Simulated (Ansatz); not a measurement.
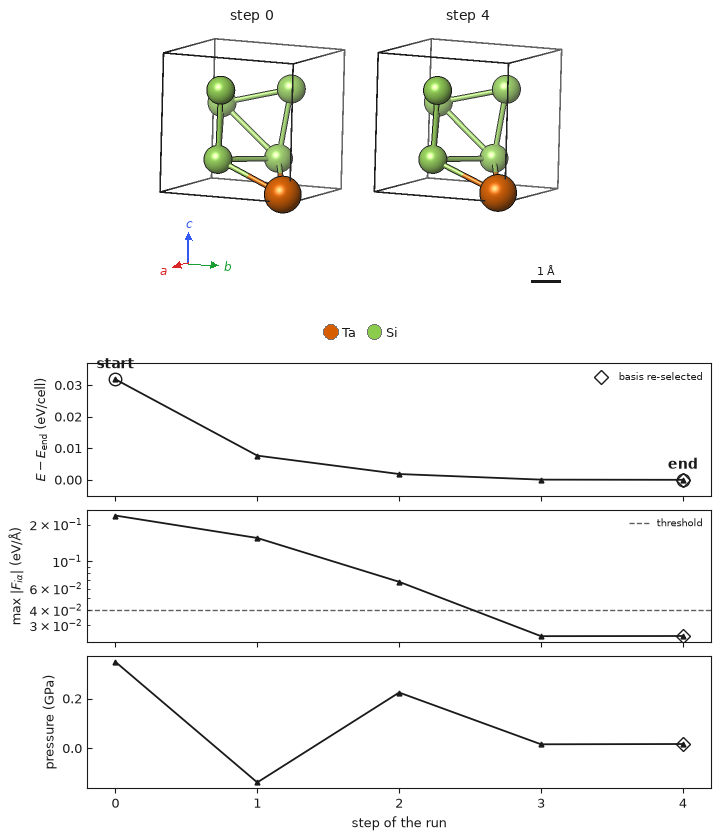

First and last geometry of a relaxation of a crystal of TaSi₅ (a generated structure, set up in Cm) (coarse preliminary run), with the history of the run. The picture is a ball-and-stick view of the cell of the calculation, seen slightly off an axis.

Computed with DFT PBE, scalar-relativistic, plane waves, PAW in Ansatz. (plane-wave cutoff 420 eV; k-point mesh 4 × 4 × 4; occupations gaussian; smearing width 0.1 eV; no spin polarisation; cell and atoms relaxed; force threshold 0.04 eV/Å; at most 70 steps)

Q: What do the curves and the structures tell?

A: It converged. Over 3 accepted moves (4 points after the start) the energy falls by 31.9 meV per cell of the calculation. The largest force component goes from 0.24 to 0.025 eV/Å. Pressure: 0.35 GPa at the start and 0.02 GPa at the end. The SCF was repeated once at an unchanged geometry on a basis and grid sized afresh for the cell, which shifted the energy by 0.1 meV per cell of the calculation at most. The largest moves relative to the cell, 0.060 Å, are those of Si atoms. By element the largest moves are Si 0.060 Å, Ta 0.040 Å. The drawn cell changes as follows: a = b 4.582 → 4.612 Å (+0.6 %), c 4.893 → 4.892 Å (0.0 %), α 93.7° → 93.4°, β 93.7° → 93.4°, γ 117.5° → 118.7°; the volume changes by +0.1 %. Near-neighbour distances that change, for instance: Si–Ta 2.943 → 3.042 Å, Si–Si 2.571 → 2.639 Å, Si–Ta 2.957 → 2.898 Å, Si–Si 2.595 → 2.551 Å. Among the angles between lasting bonds that change: Si–Si–Si 137.0° → 139.8°. The space group stays Cm (No. 8). Cost: 26 s on 1 thread of Arm Neoverse V1, with other jobs on the host, peak memory 0.33 GiB.

```json
{"step": "0", "E − E(0), meV/atom": "0.00", "largest force component, eV/Å": "0.2373", "pressure, GPa": "0.35", "volume, Å³/atom": "15.080", "note": ""}
{"step": "1", "E − E(0), meV/atom": "-4.03", "largest force component, eV/Å": "0.1555", "pressure, GPa": "-0.14", "volume, Å³/atom": "15.126", "note": ""}
{"step": "2", "E − E(0), meV/atom": "-5.00", "largest force component, eV/Å": "0.0682", "pressure, GPa": "0.22", "volume, Å³/atom": "15.073", "note": ""}
{"step": "3", "E − E(0), meV/atom": "-5.30", "largest force component, eV/Å": "0.0245", "pressure, GPa": "0.02", "volume, Å³/atom": "15.099", "note": ""}
{"step": "4", "E − E(0), meV/atom": "-5.31", "largest force component, eV/Å": "0.0246", "pressure, GPa": "0.02", "volume, Å³/atom": "15.099", "note": "same geometry, new basis"}
```
